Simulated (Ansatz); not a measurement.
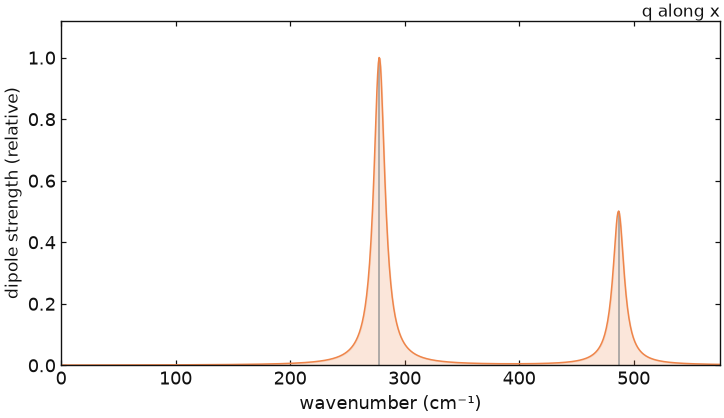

Plotted: polar optical modes, transverse and longitudinal, approaching the zone centre along x for CaF₂, space group Fm-3m (No. 225). Lines are broadened by Lorentzians of 12 cm⁻¹ full width; the spectrum is scaled to its strongest line.

Starting cell:
```xyz
3
Lattice="0.0000 2.6726 2.6726 2.6726 0.0000 2.6726 2.6726 2.6726 0.0000" Properties=species:S:1:pos:R:3 pbc="T T T"
Ca    0.0000    0.0000    0.0000
F     1.3363    1.3363    1.3363
F     4.0089    4.0089    4.0089
```

Method: optical phonons of an insulator on the approach to the zone centre along x, y and z with the field of polar modes, imaginary frequencies are negative, field response on a mesh refined by the program; plane waves with PAW datasets (Ansatz 0.2.0). Level: PBEsol, no spin polarisation.

- wave cutoff: 420 eV
- k mesh: 8×8×8
- occupations: fixed
- pressure: 4 GPa

Which of the stronger lines are transverse and which longitudinal?

The transverse (TO, twofold) lines lie at 277.9 and the longitudinal (LO) ones at 486.8 cm⁻¹, the same along x, y and z by the cubic symmetry.
